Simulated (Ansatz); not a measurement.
**Geometry relaxation of AlNi$_{3}$ (part 1 of 2)**

AlNi$_{3}$ (4 atoms in the cell), computed with DFT PBE, scalar-relativistic, plane waves, PAW, spin-polarised (Ansatz 0.2.0).

The structure derives from a Materials Project entry.

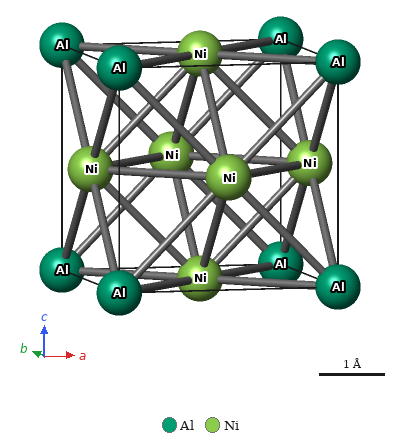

*The starting structure (ball-and-stick view of the cell of the calculation, seen slightly off an axis). An atom can appear more than once, as a periodic image.*

Near neighbours in the periodic cell (some may lie outside the picture): Al has 12 Ni at 2.49 Å; Ni has 4 Al at 2.49 Å and 8 Ni at 2.49 Å.

**The input**
```yaml
crystal:
  lattice:
    - [3.5230547267, 0.0, 0.0]
    - [0.0, 3.5230547267, 0.0]
    - [0.0, 0.0, 3.5230547267]
  atoms:
    - { symbol: Al, position: [0.0, 0.0, 0.0] }
    - { symbol: Ni, position: [0.0, 0.5, 0.5], spin: 0.3 }
    - { symbol: Ni, position: [0.5, 0.0, 0.5], spin: 0.3 }
    - { symbol: Ni, position: [0.5, 0.5, 0.0], spin: 0.3 }
basis:
  ecutwfc: 420
kpoints:
  mp_grid: { grid: [12, 12, 12] }
hamiltonian:
  xc: pbe
scf:
  occupations: { method: gaussian, width: 0.1 }
output:
  forces: true
  stress: true
  eigenvalues: true
  populations: true
  write_density: true
  write_potential: true
  elf: true
  volumetric_format: npy
magnetization:
  spin_polarized: true
relax:
  adjacent_minimum: "off"
  f_tol: 0.005
  max_steps: 80
  cell: { stress_tol: 0.05 }
```

Machine: 4 threads of Intel Xeon @ 2.50GHz (Skylake/Cascade Lake), 189 GiB of memory available, shared host.

Run as:
```bash
ansatz run input.yaml --threads 4 --pin off --max-ram 11264MiB --backend cpu --events-out ev --progress --plain --runs-dir out
```

**Log**
```
Engine: ansatz 0.2.0, x86_64-unknown-linux-gnu
Pseudopotentials: kind: paw
Pseudopotential: Al, paw, valence charge 3, recommended cutoff 420 eV (normal), Al.paw.azcp
Pseudopotential: Ni, paw, valence charge 18, recommended cutoff 420 eV (normal), Ni.paw.azcp
Functional definition: PBE
  parameter kappa = 0.804
  parameter beta = 0.06672455060314922
  exchange = pbe_x(kappa = kappa, mu = beta*pi^2/3)
  correlation = pbe_c(beta = beta)
Crystal: 4 atoms, lattice volume = 43.728 Å³
Basis set: ecut = 420 eV, 847 PW (Γ), exchange–correlation on 48×48×48 points (8 copies of the dense FFT grid, shifted against one another)
Bands: 35, of which v1, the nominal top of the filled ones, is band 29 counted from 1 (28 counted from 0)
Symmetry: 48 space group operations
Space group: Pm-3m (ITA 221), of the structure as read, at distance tolerance 3.5e-5 Å
Magnetic group: BNS 221.92 (UNI 1594), of the structure as read, at distance tolerance 3.5e-5 Å
k-points: 84 of 1728
Non-local potential: Al, projectors of the file, l = 0: 2, l = 1: 2, l = 2: 1
Non-local potential: Ni, projectors of the file, l = 0: 3, l = 1: 2, l = 2: 3, l = 3: 1
PAW form: soft (Blöchl's): semilocal exchange-correlation on the pseudo side does not see the compensation charge
PAW one-centre angular grid: Al, 110 points (default); XC on 64 Gauss nodes
PAW one-centre angular grid: Ni, 590 points (default); XC on 64 Gauss nodes
Initial density: superposition of atomic densities (chi_scale 0.1, normalization cell)
Starting moments: Σ|m| = 0.9 μB on 3 of 4 sites
Initial wavefunctions: pseudopotential atomic-orbital guess
Functional: x = pbe(κ = 0.804, μ = 0.2195149727645171), c = pbe(β = 0.06672455060314922)
SCF iter   1: F=—  HF=-18055.420622 eV  |F-HF|=—  |Δ(HF+E_count)|=         —  Δρ=5.16e-2 (↑4.11e-2 ↓5.16e-2)  dr2=2.02e0  dr2_m=1.97e-2  M=0.760 μB ∫|m|=0.909 μB  β_m=0.30  ethr=3.10e-3  ⟨swp⟩=5.3  Hψ=19574  notcnv=0
Mixer restart at iter 1: flushing history
preconditioner: auto → Kerker (q_TF=auto, 2.852 Å⁻¹)  [metal: Δε(μ)=0.012 eV  Ē_g=7.170 eV  σ=0.100 eV  W_gap=0.07  n_scr=18 (ndim 8)  ℏωp=32.3 eV  f_vac=0.000  D(μ)=3.41/eV (n_scr^D=32)]
spin=Collinear: Kerker preconditioning applied to the charge; magnetization (m = ρ↑ − ρ↓) channel mixes plain (no charge-response kernel on spin).
SCF iter   2: F=—  HF=-18054.999570 eV  |F-HF|=—  |Δ(HF+E_count)|=   4.21e-1  Δρ=2.15e-2 (↑2.15e-2 ↓2.00e-2)  dr2=3.73e-1  dr2_m=2.09e-2  M=0.832 μB ∫|m|=0.961 μB  β_m=0.29  ethr=3.10e-3  ⟨swp⟩=2.1  Hψ=9877  notcnv=0  defer=218
SCF iter   3: F=—  HF=-18056.051831 eV  |F-HF|=—  |Δ(HF+E_count)|=    1.05e0  Δρ=1.92e-2 (↑1.92e-2 ↓1.63e-2)  dr2=3.68e-1  dr2_m=1.48e-2  M=0.834 μB ∫|m|=0.973 μB  β_m=0.40  ethr=6.54e-4  ⟨swp⟩=2.8  Hψ=8949  notcnv=0  defer=218
SCF iter   4: F=—  HF=-18057.540056 eV  |F-HF|=—  |Δ(HF+E_count)|=    1.49e0  Δρ=1.85e-2 (↑1.85e-2 ↓1.53e-2)  dr2=4.46e-1  dr2_m=4.23e-3  M=0.821 μB ∫|m|=0.977 μB  β_m=0.38  ethr=6.46e-4  ⟨swp⟩=2.5  Hψ=9069  notcnv=0  defer=218
SCF iter   5: F=—  HF=-18058.093630 eV  |F-HF|=—  |Δ(HF+E_count)|=   5.54e-1  Δρ=6.95e-3 (↑4.81e-3 ↓6.95e-3)  dr2=6.52e-2  dr2_m=2.15e-3  M=0.805 μB ∫|m|=0.969 μB  β_m=0.82  ethr=6.46e-4  ⟨swp⟩=2.4  Hψ=9831  notcnv=0  defer=217
SCF iter   6: F=—  HF=-18058.357517 eV  |F-HF|=—  |Δ(HF+E_count)|=         —  Δρ=8.45e-3 (↑8.45e-3 ↓2.37e-3)  dr2=2.60e-2  dr2_m=4.64e-3  M=0.729 μB ∫|m|=0.923 μB  β_m=0.82  ethr=1.14e-4  ⟨swp⟩=2.9  Hψ=10546  notcnv=0  defer=222
Mixer restart at iter 6: flushing history
SCF iter   7: F=—  HF=-18058.373825 eV  |F-HF|=—  |Δ(HF+E_count)|=   1.63e-2  Δρ=6.54e-3 (↑3.53e-3 ↓6.54e-3)  dr2=2.11e-2  dr2_m=1.05e-3  M=0.710 μB ∫|m|=0.901 μB  β_m=0.67  ethr=4.56e-5  ⟨swp⟩=2.0  Hψ=12010  notcnv=0  defer=222
SCF iter   8: F=—  HF=-18058.364197 eV  |F-HF|=—  |Δ(HF+E_count)|=   9.63e-3  Δρ=3.58e-3 (↑3.58e-3 ↓2.67e-3)  dr2=1.02e-2  dr2_m=9.37e-5  M=0.727 μB ∫|m|=0.916 μB  β_m=0.61  ethr=3.70e-5  ⟨swp⟩=2.0  Hψ=11060  notcnv=0  defer=218
SCF iter   9: F=—  HF=-18058.363529 eV  |F-HF|=—  |Δ(HF+E_count)|=   6.68e-4  Δρ=1.35e-3 (↑1.35e-3 ↓1.02e-3)  dr2=1.55e-3  dr2_m=1.19e-5  M=0.724 μB ∫|m|=0.912 μB  β_m=0.61  ethr=1.79e-5  ⟨swp⟩=2.1  Hψ=7429  notcnv=0  defer=218
SCF iter  10: F=—  HF=-18058.363351 eV  |F-HF|=—  |Δ(HF+E_count)|=   1.78e-4  Δρ=1.56e-4 (↑1.56e-4 ↓9.36e-5)  dr2=9.23e-6  dr2_m=4.16e-6  M=0.722 μB ∫|m|=0.909 μB  β_m=0.80  ethr=2.72e-6  ⟨swp⟩=2.0  Hψ=8062  notcnv=0  defer=221
SCF iter  11: F=—  HF=-18058.363371 eV  |F-HF|=—  |Δ(HF+E_count)|=   1.99e-5  Δρ=4.43e-5 (↑4.43e-5 ↓3.40e-5)  dr2=1.90e-6  dr2_m=1.50e-8  M=0.721 μB ∫|m|=0.908 μB  β_m=0.90  ethr=1.62e-8  ⟨swp⟩=2.2  Hψ=8853  notcnv=0  defer=221
SCF iter  12: F=—  HF=-18058.363371 eV  |F-HF|=—  |Δ(HF+E_count)|=   8.28e-8  Δρ=1.30e-5 (↑9.77e-6 ↓1.30e-5)  dr2=1.48e-7  dr2_m=1.77e-9  M=0.721 μB ∫|m|=0.908 μB  β_m=0.95  ethr=3.33e-9  ⟨swp⟩=2.2  Hψ=8065  notcnv=0  defer=221
SCF iter  13: F=—  HF=-18058.363371 eV  |F-HF|=—  |Δ(HF+E_count)|=   1.69e-8  Δρ=1.20e-6 (↑1.20e-6 ↓8.55e-7)  dr2=1.78e-9  dr2_m=2.17e-11  M=0.721 μB ∫|m|=0.908 μB  β_m=0.98  ethr=2.60e-10  ⟨swp⟩=2.0  Hψ=8636  notcnv=0  defer=221
SCF iter  14: F=-18058.363371 eV  HF=-18058.363371 eV  |F-HF|=4.33e-10  |Δ(HF+E_count)|=  3.49e-10  Δρ=6.90e-7 (↑6.12e-7 ↓6.90e-7)  dr2=5.50e-10  dr2_m=2.14e-12  M=0.721 μB ∫|m|=0.908 μB  ethr=3.13e-12  ⟨swp⟩=9.3  Hψ=32710  notcnv=0
SCF 1 converged in 14 iterations: F = -18058.363371 eV  dr2 = 5.50e-10
  greatest PAW one-centre occupation: 1.001 electrons in one spin orbital (limit 2), on the Ni atom at site 3 (counted from 0), in its partial waves of l = 1
relax step   1: F+E_penalty+E_count = -18058.36337108 eV  Δ(F+E_penalty+E_count) = +0.000e0 eV  max|allowed force component| = 4.838e-29 eV/Å  Δτ_max = 0.0000 Å  P = +7.315 GPa  Ω = 43.728 Å³  (14 SCF iters, dr2 threshold 1.00e-7 eV, accepted)
Crystal: 4 atoms, lattice volume = 44.558 Å³
Basis set: ecut = 420 eV, 895 PW (Γ), exchange–correlation on 48×48×48 points (8 copies of the dense FFT grid, shifted against one another)
Initial density: handed on by an earlier stage of this run
Starting moments: Σ|m| = 0.9 μB on 3 of 4 sites; this step starts from the density that it was given
Initial wavefunctions: those handed on with the density
iter 1 solved again at ethr=1.64e-5 eV; its pass at ethr=3.10e-3 eV (dr2=9.34e-3 eV) is discarded
SCF iter   1: F=—  HF=-18058.392462 eV  |F-HF|=—  |Δ(HF+E_count)|=         —  Δρ=3.22e-3 (↑2.53e-3 ↓3.22e-3)  dr2=9.32e-3  dr2_m=5.46e-5  M=0.712 μB ∫|m|=0.905 μB  β_m=0.65  ethr=1.64e-5  ⟨swp⟩=1.1  Hψ=25869  notcnv=0
preconditioner: auto → none  [metal: Δε(μ)=0.007 eV  Ē_g=7.510 eV  σ=0.100 eV  W_gap=0.04  n_scr=6 (ndim 8)  ℏωp=32.0 eV  f_vac=0.001  D(μ)=3.18/eV (n_scr^D=32)]
SCF iter   2: F=—  HF=-18058.395882 eV  |F-HF|=—  |Δ(HF+E_count)|=   3.42e-3  Δρ=5.32e-3 (↑4.80e-3 ↓5.32e-3)  dr2=2.68e-2  dr2_m=3.22e-5  M=0.722 μB ∫|m|=0.913 μB  β_m=0.26  ethr=1.64e-5  ⟨swp⟩=2.0  Hψ=11744  notcnv=0  recentre
SCF iter   3: F=—  HF=-18058.389264 eV  |F-HF|=—  |Δ(HF+E_count)|=   6.62e-3  Δρ=3.41e-4 (↑2.49e-4 ↓3.41e-4)  dr2=7.31e-5  dr2_m=2.65e-6  M=0.717 μB ∫|m|=0.909 μB  β_m=0.48  ethr=1.64e-5  ⟨swp⟩=2.3  Hψ=10976  notcnv=0  defer=50
SCF iter   4: F=—  HF=-18058.390072 eV  |F-HF|=—  |Δ(HF+E_count)|=   8.08e-4  Δρ=4.30e-4 (↑1.12e-4 ↓4.30e-4)  dr2=9.17e-5  dr2_m=1.20e-5  M=0.722 μB ∫|m|=0.913 μB  β_m=0.74  ethr=1.28e-7  ⟨swp⟩=2.0  Hψ=10944  notcnv=0  defer=54
SCF iter   5: F=—  HF=-18058.390473 eV  |F-HF|=—  |Δ(HF+E_count)|=   4.02e-4  Δρ=5.02e-4 (↑1.62e-4 ↓5.02e-4)  dr2=1.32e-4  dr2_m=1.29e-5  M=0.725 μB ∫|m|=0.916 μB  β_m=0.50  ethr=1.28e-7  ⟨swp⟩=2.0  Hψ=8111  notcnv=0  defer=58
SCF iter   6: F=—  HF=-18058.390716 eV  |F-HF|=—  |Δ(HF+E_count)|=   2.43e-4  Δρ=1.21e-4 (↑1.21e-4 ↓2.72e-5)  dr2=5.41e-6  dr2_m=1.19e-6  M=0.729 μB ∫|m|=0.920 μB  β_m=0.77  ethr=1.28e-7  ⟨swp⟩=2.0  Hψ=9951  notcnv=0  defer=64
SCF iter   7: F=—  HF=-18058.390765 eV  |F-HF|=—  |Δ(HF+E_count)|=   4.88e-5  Δρ=5.38e-5 (↑5.38e-5 ↓3.65e-5)  dr2=2.04e-6  dr2_m=3.19e-8  M=0.731 μB ∫|m|=0.924 μB  β_m=0.68  ethr=9.49e-9  ⟨swp⟩=2.0  Hψ=10396  notcnv=0  defer=64
SCF iter   8: F=—  HF=-18058.390763 eV  |F-HF|=—  |Δ(HF+E_count)|=   1.47e-6  Δρ=1.89e-5 (↑1.45e-5 ↓1.89e-5)  dr2=3.12e-7  dr2_m=3.75e-9  M=0.732 μB ∫|m|=0.924 μB  β_m=0.84  ethr=3.57e-9  ⟨swp⟩=1.9  Hψ=6339  notcnv=0  defer=64
SCF iter   9: F=—  HF=-18058.390764 eV  |F-HF|=—  |Δ(HF+E_count)|=   6.89e-7  Δρ=7.36e-6 (↑3.81e-6 ↓7.36e-6)  dr2=3.78e-8  dr2_m=1.59e-9  M=0.732 μB ∫|m|=0.924 μB  β_m=0.92  ethr=5.47e-10  ⟨swp⟩=2.0  Hψ=8690  notcnv=0  defer=64
SCF iter  10: F=-18058.390764 eV  HF=-18058.390764 eV  |F-HF|=3.42e-9  |Δ(HF+E_count)|=   7.62e-8  Δρ=2.37e-6 (↑1.22e-6 ↓2.37e-6)  dr2=4.04e-9  dr2_m=1.46e-10  M=0.732 μB ∫|m|=0.924 μB  ethr=6.64e-11  ⟨swp⟩=8.3  Hψ=37701  notcnv=0
SCF 2 converged in 10 iterations: F = -18058.390764 eV  dr2 = 4.04e-9
relax step   2: F+E_penalty+E_count = -18058.39076413 eV  Δ(F+E_penalty+E_count) = -2.739e-2 eV  max|allowed force component| = 3.468e-29 eV/Å  Δτ_max = 0.0000 Å  P = +3.438 GPa  Ω = 44.558 Å³  energy of the carried Pulay correction = -3.130e-4 eV  (10 SCF iters, dr2 threshold 4.00e-7 eV, accepted)
Crystal: 4 atoms, lattice volume = 45.322 Å³
iter 1 solved again at ethr=1.27e-5 eV; its pass at ethr=3.10e-3 eV (dr2=7.22e-3 eV) is discarded
SCF iter   1: F=—  HF=-18058.400427 eV  |F-HF|=—  |Δ(HF+E_count)|=         —  Δρ=2.83e-3 (↑2.19e-3 ↓2.83e-3)  dr2=7.19e-3  dr2_m=4.73e-5  M=0.724 μB ∫|m|=0.921 μB  β_m=0.65  ethr=1.27e-5  ⟨swp⟩=1.2  Hψ=26007  notcnv=0
preconditioner: auto → none  [metal: Δε(μ)=0.008 eV  Ē_g=7.389 eV  σ=0.100 eV  W_gap=0.05  n_scr=6 (ndim 8)  ℏωp=31.7 eV  f_vac=0.000  D(μ)=3.21/eV (n_scr^D=32)]
SCF iter   2: F=—  HF=-18058.402984 eV  |F-HF|=—  |Δ(HF+E_count)|=   2.56e-3  Δρ=4.61e-3 (↑4.17e-3 ↓4.61e-3)  dr2=2.05e-2  dr2_m=2.46e-5  M=0.733 μB ∫|m|=0.929 μB  β_m=0.26  ethr=1.26e-5  ⟨swp⟩=2.0  Hψ=11748  notcnv=0  recentre
SCF iter   3: F=—  HF=-18058.397935 eV  |F-HF|=—  |Δ(HF+E_count)|=   5.05e-3  Δρ=3.08e-4 (↑2.14e-4 ↓3.08e-4)  dr2=5.94e-5  dr2_m=2.32e-6  M=0.728 μB ∫|m|=0.925 μB  β_m=0.48  ethr=1.26e-5  ⟨swp⟩=2.6  Hψ=11063  notcnv=0
SCF iter   4: F=—  HF=-18058.398537 eV  |F-HF|=—  |Δ(HF+E_count)|=   6.02e-4  Δρ=3.61e-4 (↑9.72e-5 ↓3.61e-4)  dr2=6.74e-5  dr2_m=8.42e-6  M=0.732 μB ∫|m|=0.928 μB  β_m=0.74  ethr=1.04e-7  ⟨swp⟩=2.0  Hψ=11229  notcnv=0
SCF iter   5: F=—  HF=-18058.398824 eV  |F-HF|=—  |Δ(HF+E_count)|=   2.87e-4  Δρ=4.38e-4 (↑1.47e-4 ↓4.38e-4)  dr2=1.04e-4  dr2_m=9.54e-6  M=0.735 μB ∫|m|=0.931 μB  β_m=0.46  ethr=1.04e-7  ⟨swp⟩=2.0  Hψ=7713  notcnv=0
SCF iter   6: F=—  HF=-18058.398988 eV  |F-HF|=—  |Δ(HF+E_count)|=   1.64e-4  Δρ=1.07e-4 (↑1.07e-4 ↓2.37e-5)  dr2=2.94e-6  dr2_m=1.39e-6  M=0.737 μB ∫|m|=0.934 μB  β_m=0.77  ethr=1.04e-7  ⟨swp⟩=2.1  Hψ=9794  notcnv=0
SCF iter   7: F=—  HF=-18058.399044 eV  |F-HF|=—  |Δ(HF+E_count)|=   5.67e-5  Δρ=4.96e-5 (↑4.96e-5 ↓3.39e-5)  dr2=1.75e-6  dr2_m=2.76e-8  M=0.740 μB ∫|m|=0.938 μB  β_m=0.67  ethr=5.17e-9  ⟨swp⟩=2.4  Hψ=11070  notcnv=0
SCF iter   8: F=—  HF=-18058.399043 eV  |F-HF|=—  |Δ(HF+E_count)|=   1.54e-6  Δρ=1.90e-5 (↑1.26e-5 ↓1.90e-5)  dr2=2.81e-7  dr2_m=6.43e-9  M=0.741 μB ∫|m|=0.938 μB  β_m=0.84  ethr=3.07e-9  ⟨swp⟩=2.0  Hψ=7417  notcnv=0
SCF iter   9: F=—  HF=-18058.399044 eV  |F-HF|=—  |Δ(HF+E_count)|=   8.10e-7  Δρ=8.12e-6 (↑3.80e-6 ↓8.12e-6)  dr2=4.33e-8  dr2_m=2.35e-9  M=0.740 μB ∫|m|=0.938 μB  β_m=0.92  ethr=4.93e-10  ⟨swp⟩=2.2  Hψ=9051  notcnv=0
SCF iter  10: F=-18058.399044 eV  HF=-18058.399044 eV  |F-HF|=2.87e-9  |Δ(HF+E_count)|=   9.65e-8  Δρ=2.25e-6 (↑1.03e-6 ↓2.25e-6)  dr2=3.34e-9  dr2_m=1.62e-10  M=0.740 μB ∫|m|=0.938 μB  ethr=7.60e-11  ⟨swp⟩=8.0  Hψ=38226  notcnv=0
SCF 3 converged in 10 iterations: F = -18058.399044 eV  dr2 = 3.34e-9
  greatest PAW one-centre occupation: 1.001 electrons in one spin orbital (limit 2), on the Ni atom at site 1 (counted from 0), in its partial waves of l = 1
relax step   3: F+E_penalty+E_count = -18058.39904372 eV  Δ(F+E_penalty+E_count) = -8.280e-3 eV  max|allowed force component| = 4.312e-29 eV/Å  Δτ_max = 0.0000 Å  P = +0.205 GPa  Ω = 45.322 Å³  energy of the carried Pulay correction = -5.956e-4 eV  (10 SCF iters, dr2 threshold 4.00e-7 eV, accepted)
Crystal: 4 atoms, lattice volume = 45.372 Å³
iter 1 solved again at ethr=7.40e-8 eV; its pass at ethr=3.10e-3 eV (dr2=4.22e-5 eV) is discarded
SCF iter   1: F=—  HF=-18058.399063 eV  |F-HF|=—  |Δ(HF+E_count)|=         —  Δρ=1.82e-4 (↑1.40e-4 ↓1.82e-4)  dr2=2.95e-5  dr2_m=2.02e-7  M=0.740 μB ∫|m|=0.938 μB  β_m=0.65  ethr=7.40e-8  ⟨swp⟩=2.0  Hψ=25132  notcnv=0
preconditioner: auto → none  [metal: Δε(μ)=0.005 eV  Ē_g=7.360 eV  σ=0.100 eV  W_gap=0.03  n_scr=6 (ndim 8)  ℏωp=31.7 eV  f_vac=0.000  D(μ)=3.18/eV (n_scr^D=32)]
SCF iter   2: F=—  HF=-18058.399074 eV  |F-HF|=—  |Δ(HF+E_count)|=   1.02e-5  Δρ=2.94e-4 (↑2.65e-4 ↓2.94e-4)  dr2=8.36e-5  dr2_m=1.07e-7  M=0.740 μB ∫|m|=0.938 μB  β_m=0.27  ethr=5.18e-8  ⟨swp⟩=2.0  Hψ=10580  notcnv=0  recentre
SCF iter   3: F=—  HF=-18058.399053 eV  |F-HF|=—  |Δ(HF+E_count)|=   2.06e-5  Δρ=2.05e-5 (↑1.35e-5 ↓2.05e-5)  dr2=2.38e-7  dr2_m=1.42e-8  M=0.740 μB ∫|m|=0.938 μB  β_m=0.49  ethr=5.18e-8  ⟨swp⟩=3.0  Hψ=11278  notcnv=0
SCF iter   4: F=—  HF=-18058.399055 eV  |F-HF|=—  |Δ(HF+E_count)|=   2.42e-6  Δρ=3.30e-5 (↑1.34e-5 ↓3.30e-5)  dr2=6.77e-7  dr2_m=4.45e-8  M=0.740 μB ∫|m|=0.938 μB  β_m=0.49  ethr=4.18e-10  ⟨swp⟩=2.1  Hψ=9291  notcnv=0
SCF iter   5: F=—  HF=-18058.399056 eV  |F-HF|=—  |Δ(HF+E_count)|=   7.28e-7  Δρ=2.05e-5 (↑3.47e-6 ↓2.05e-5)  dr2=1.69e-7  dr2_m=3.71e-8  M=0.740 μB ∫|m|=0.938 μB  β_m=0.74  ethr=4.18e-10  ⟨swp⟩=2.0  Hψ=8561  notcnv=0
SCF iter   6: F=—  HF=-18058.399058 eV  |F-HF|=—  |Δ(HF+E_count)|=   1.43e-6  Δρ=9.58e-6 (↑9.58e-6 ↓5.37e-6)  dr2=6.36e-8  dr2_m=1.99e-9  M=0.741 μB ∫|m|=0.939 μB  β_m=0.84  ethr=2.96e-10  ⟨swp⟩=2.7  Hψ=11539  notcnv=0
SCF iter   7: F=—  HF=-18058.399058 eV  |F-HF|=—  |Δ(HF+E_count)|=   7.09e-8  Δρ=7.10e-6 (↑5.22e-6 ↓7.10e-6)  dr2=5.06e-8  dr2_m=4.76e-10  M=0.741 μB ∫|m|=0.939 μB  β_m=0.79  ethr=1.12e-10  ⟨swp⟩=2.1  Hψ=7787  notcnv=0
SCF iter   8: F=-18058.399058 eV  HF=-18058.399058 eV  |F-HF|=2.37e-8  |Δ(HF+E_count)|=   5.87e-8  Δρ=5.98e-6 (↑3.45e-6 ↓5.98e-6)  dr2=2.75e-8  dr2_m=7.55e-10  M=0.741 μB ∫|m|=0.939 μB  ethr=8.88e-11  ⟨swp⟩=5.9  Hψ=34932  notcnv=0
SCF 4 converged in 8 iterations: F = -18058.399058 eV  dr2 = 2.75e-8
relax step   4: F+E_penalty+E_count = -18058.39905764 eV  Δ(F+E_penalty+E_count) = -1.392e-5 eV  max|allowed force component| = 1.624e-29 eV/Å  Δτ_max = 0.0000 Å  P = +0.002 GPa  Ω = 45.372 Å³  energy of the carried Pulay correction = -6.141e-4 eV  (8 SCF iters, dr2 threshold 1.05e-7 eV, accepted)
Initial wavefunctions: pseudopotential atomic-orbital guess (no wavefunctions were taken with the density)
iter 1 solved again at ethr=2.40e-8 eV; its pass at ethr=3.10e-3 eV (dr2=1.37e-5 eV) is discarded
```
